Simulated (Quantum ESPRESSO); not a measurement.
## Co: single-point calculation

Co (1 atom in the cell), computed with Kohn-Sham DFT of a periodic cell, PBE, SSSP 1.3 efficiency PBE, spin-polarised (Quantum ESPRESSO 7.5).

The structure derives from a Materials Project entry.

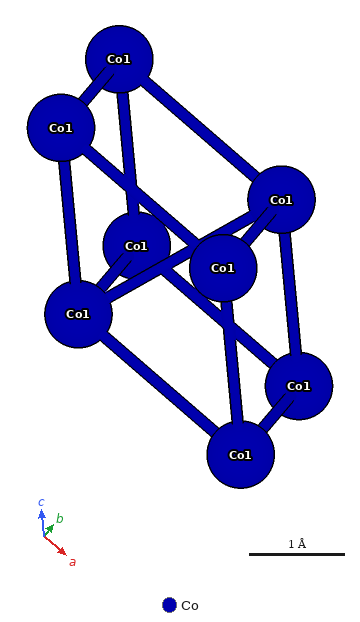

**Figure 1.** The structure (ball-and-stick view of the cell of the calculation, seen slightly off an axis; atoms are numbered from 1 in the order of the input). An atom can appear more than once, as a periodic image. Near neighbours in the periodic cell (some may lie outside the picture): Co has 8 Co at 2.40 to 2.45 Å.

### The input
```
&CONTROL
  calculation = 'scf'
  prefix = 'pwscf'
  outdir = './tmp'
  pseudo_dir = './pseudo'
  tprnfor = .true.
  tstress = .true.
  disk_io = 'nowf'
/
&SYSTEM
  ibrav = 0
  nat = 1
  ntyp = 1
  ecutwfc = 55
  ecutrho = 440
  nbnd = 18
  occupations = 'smearing'
  smearing = 'fd'
  degauss = 0.00367493
  nspin = 2
  starting_magnetization(1) = 0.1176
/
&ELECTRONS
  conv_thr = 2d-10
  electron_maxstep = 120
  mixing_beta = 0.3
/
ATOMIC_SPECIES
Co    58.9332 Co_pbe_v1.2.uspp.F.UPF
CELL_PARAMETERS angstrom
  -1.4145745000    1.3929095500    1.3921574700
   1.4429802800   -1.3751271500    1.4027808400
   1.4112696000    1.3718222500   -1.3743750600
ATOMIC_POSITIONS crystal
Co     0.0000000000    0.0000000000    0.0000000000
K_POINTS automatic
13 13 13 0 0 0
```

Machine: 1 thread of Intel Xeon (Sapphire Rapids), 16 GiB of memory available, shared host.

Run as:
```bash
OMP_NUM_THREADS=1 pw.x -in pw.in > pw.out
```

### What the program printed
```
This program is part of the open-source Quantum ESPRESSO suite
     for quantum simulation of materials; please cite
         "P. Giannozzi et al., J. Phys.:Condens. Matter 21 395502 (2009);
         "P. Giannozzi et al., J. Phys.:Condens. Matter 29 465901 (2017);
         "P. Giannozzi et al., J. Chem. Phys. 152 154105 (2020);
          URL
     in publications or presentations arising from this work. More details at

     Message from routine setup:
     using ibrav=0 with symmetry is DISCOURAGED, use correct ibrav instead

     G-vector sticks info
     --------------------
     sticks:   dense  smooth     PW     G-vecs:    dense   smooth      PW
     Sum         701     345    131                11601     4103     989

     Using Slab Decomposition

     bravais-lattice index     =            0
     lattice parameter (alat)  =       4.5821  a.u.
     unit-cell volume          =      74.4083 (a.u.)^3
     number of atoms/cell      =            1
     number of atomic types    =            1
     number of electrons       =        17.00
     number of Kohn-Sham states=           18
     kinetic-energy cutoff     =      55.0000  Ry
     charge density cutoff     =     440.0000  Ry
     scf convergence threshold =      2.0E-10
     mixing beta               =       0.3000
     number of iterations used =            8  plain     mixing
     Exchange-correlation= SLA  PW   PBE  PBE
                           (   1   4   3   4   0   0   0)

     celldm(1)=   4.582078  celldm(2)=   0.000000  celldm(3)=   0.000000
     celldm(4)=   0.000000  celldm(5)=   0.000000  celldm(6)=   0.000000

     crystal axes: (cart. coord. in units of alat)
               a(1) = (  -0.583394   0.574459   0.574149 )
               a(2) = (   0.595109  -0.567126   0.578530 )
               a(3) = (   0.582031   0.565763  -0.566815 )

     reciprocal axes: (cart. coord. in units 2 pi/alat)
               b(1) = ( -0.007570  0.871468  0.862076 )
               b(2) = (  0.840962 -0.004520  0.859025 )
               b(3) = (  0.850674  0.878131 -0.014233 )

     PseudoPot. # 1 for Co read from file:
     Co_pbe_v1.2.uspp.F.UPF
     Pseudo is Ultrasoft + core correction, Zval = 17.0
     Generated by new atomic code, or converted to UPF format
     Using radial grid of  863 points,  6 beta functions with:
                l(1) =   0
                l(2) =   0
                l(3) =   1
                l(4) =   1
                l(5) =   2
                l(6) =   2
     Q(r) pseudized with  8 coefficients,  rinner =    1.200   1.200   1.200
                                                       1.200   1.200

     atomic species   valence    mass     pseudopotential
     Co               17.00    58.93320     Co( 1.00)

     Starting magnetic structure
     atomic species   magnetization
     Co              0.118

      2 Sym. Ops., with inversion, found

   Cartesian axes

     site n.     atom                  positions (alat units)
         1        Co     tau(   1) = (   0.0000000   0.0000000   0.0000000  )

     number of k points=  1099  Fermi-Dirac smearing, width (Ry)=  0.0037

     Number of k-points >= 100: set verbosity='high' to print them.

     Dense  grid:    11601 G-vectors     FFT dimensions: (  32,  32,  32)

     Smooth grid:     4103 G-vectors     FFT dimensions: (  24,  24,  24)

     Check: negative core charge=   -0.000037
     Generating pointlists ...
     new r_m :   0.4084 (alat units)  1.8712 (a.u.) for type    1

     Initial potential from superposition of free atoms

     starting charge      16.0000, renormalised to      17.0000
     Starting wfcs are   13 randomized atomic wfcs +    5 random wfcs

     Self-consistent Calculation

     iteration #  1     ecut=    55.00 Ry     beta= 0.30
     Davidson diagonalization with overlap
     ethr =  1.00E-02,  avg # of iterations =  5.1

     total energy              =    -296.91908520 Ry
     estimated scf accuracy    <       7.14508003 Ry

     total magnetization       =     1.62 Bohr mag/cell
     absolute magnetization    =     1.62 Bohr mag/cell

     iteration #  2     ecut=    55.00 Ry     beta= 0.30
     Davidson diagonalization with overlap
     ethr =  1.00E-02,  avg # of iterations =  2.0

     total energy              =    -298.42777995 Ry
     estimated scf accuracy    <       0.29105936 Ry

     total magnetization       =     1.65 Bohr mag/cell
     absolute magnetization    =     1.72 Bohr mag/cell

     iteration #  3     ecut=    55.00 Ry     beta= 0.30
     Davidson diagonalization with overlap
     ethr =  1.71E-03,  avg # of iterations =  1.0

     total energy              =    -298.48177985 Ry
     estimated scf accuracy    <       0.00694446 Ry

     total magnetization       =     1.75 Bohr mag/cell
     absolute magnetization    =     1.83 Bohr mag/cell

     iteration #  4     ecut=    55.00 Ry     beta= 0.30
     Davidson diagonalization with overlap
     ethr =  4.08E-05,  avg # of iterations =  2.0

     total energy              =    -298.48305897 Ry
     estimated scf accuracy    <       0.00161732 Ry

     total magnetization       =     1.73 Bohr mag/cell
     absolute magnetization    =     1.83 Bohr mag/cell

     iteration #  5     ecut=    55.00 Ry     beta= 0.30
     Davidson diagonalization with overlap
     ethr =  9.51E-06,  avg # of iterations =  2.1

     total energy              =    -298.48348188 Ry
     estimated scf accuracy    <       0.00025280 Ry

     total magnetization       =     1.74 Bohr mag/cell
     absolute magnetization    =     1.88 Bohr mag/cell

     iteration #  6     ecut=    55.00 Ry     beta= 0.30
     Davidson diagonalization with overlap
     ethr =  1.49E-06,  avg # of iterations =  1.6

     total energy              =    -298.48351085 Ry
     estimated scf accuracy    <       0.00015294 Ry

     total magnetization       =     1.74 Bohr mag/cell
     absolute magnetization    =     1.89 Bohr mag/cell

     iteration #  7     ecut=    55.00 Ry     beta= 0.30
     Davidson diagonalization with overlap
     ethr =  9.00E-07,  avg # of iterations =  1.0

     total energy              =    -298.48352342 Ry
     estimated scf accuracy    <       0.00003352 Ry

     total magnetization       =     1.74 Bohr mag/cell
     absolute magnetization    =     1.90 Bohr mag/cell

     iteration #  8     ecut=    55.00 Ry     beta= 0.30
     Davidson diagonalization with overlap
     ethr =  1.97E-07,  avg # of iterations =  1.0

     total energy              =    -298.48352983 Ry
     estimated scf accuracy    <       0.00000087 Ry

     total magnetization       =     1.74 Bohr mag/cell
     absolute magnetization    =     1.90 Bohr mag/cell

     iteration #  9     ecut=    55.00 Ry     beta= 0.30
     Davidson diagonalization with overlap
     ethr =  5.09E-09,  avg # of iterations =  1.2

     total energy              =    -298.48352985 Ry
     estimated scf accuracy    <       0.00000054 Ry

     total magnetization       =     1.74 Bohr mag/cell
     absolute magnetization    =     1.90 Bohr mag/cell

     iteration # 10     ecut=    55.00 Ry     beta= 0.30
     Davidson diagonalization with overlap
     ethr =  3.18E-09,  avg # of iterations =  1.2

     total energy              =    -298.48352996 Ry
     estimated scf accuracy    <       0.00000001 Ry

     total magnetization       =     1.74 Bohr mag/cell
     absolute magnetization    =     1.91 Bohr mag/cell

     iteration # 11     ecut=    55.00 Ry     beta= 0.30
     Davidson diagonalization with overlap
     ethr =  8.33E-11,  avg # of iterations =  1.5

     total energy              =    -298.48352998 Ry
     estimated scf accuracy    <          1.7E-09 Ry

     total magnetization       =     1.74 Bohr mag/cell
     absolute magnetization    =     1.91 Bohr mag/cell

     iteration # 12     ecut=    55.00 Ry     beta= 0.30
     Davidson diagonalization with overlap
     ethr =  1.00E-11,  avg # of iterations =  1.7

     Magnetic moment per site  (integrated on atomic sphere of radius R)
     atom   1 (R=0.408)  charge= 15.3798  magn=  1.8198

     End of self-consistent calculation

     Number of k-points >= 100: set verbosity='high' to print the bands.

     the Fermi energy is    18.5069 ev

!    total energy              =    -298.48352999 Ry
     estimated scf accuracy    <          1.6E-11 Ry
     smearing contrib. (-TS)   =      -0.00098746 Ry
     internal energy E=F+TS    =    -298.48254253 Ry

     The total energy is F=E-TS. E is the sum of the following terms:
     one-electron contribution =    -156.24287850 Ry
     hartree contribution      =      88.89455695 Ry
     xc contribution           =     -32.68074960 Ry
     ewald contribution        =    -198.45347138 Ry

     total magnetization       =     1.74 Bohr mag/cell
     absolute magnetization    =     1.91 Bohr mag/cell

     convergence has been achieved in  12 iterations

     Forces acting on atoms (cartesian axes, Ry/au):

     atom    1 type  1   force =     0.00000000    0.00000000    0.00000000

     Total force =     0.000000     Total SCF correction =     0.000000

     Computing stress (Cartesian axis) and pressure

          total   stress  (Ry/bohr**3)                   (kbar)     P=        6.01
   0.00011106   0.00002735  -0.00019556           16.34        4.02      -28.77
   0.00002735  -0.00000891  -0.00012142            4.02       -1.31      -17.86
  -0.00019556  -0.00012142   0.00002039          -28.77      -17.86        3.00

=------------------------------------------------------------------------------=
   JOB DONE.
=------------------------------------------------------------------------------=
```

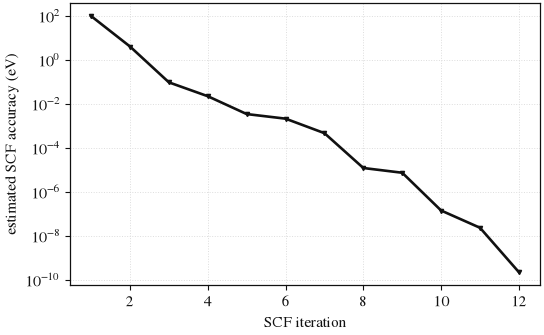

**Figure 2.** Convergence of the self-consistent field: estimated SCF accuracy against the iteration. The field takes 12 iterations in all.

### Summary

```csv
quantity,value
outcome,converged
space group (tolerance 0.01 Å),P-1 (2)
electrons treated,17
free energy,−4061.0753 eV
Fermi energy,18.507 eV
gap on the k-point mesh,none (metallic)
net moment of the cell,1.74 μB
integrated absolute moment,1.91 μB
pressure,0.60 GPa
largest force (length of the vector),under 0.001 eV/Å
wall time,4.5 min
peak memory,0.38 GiB
```
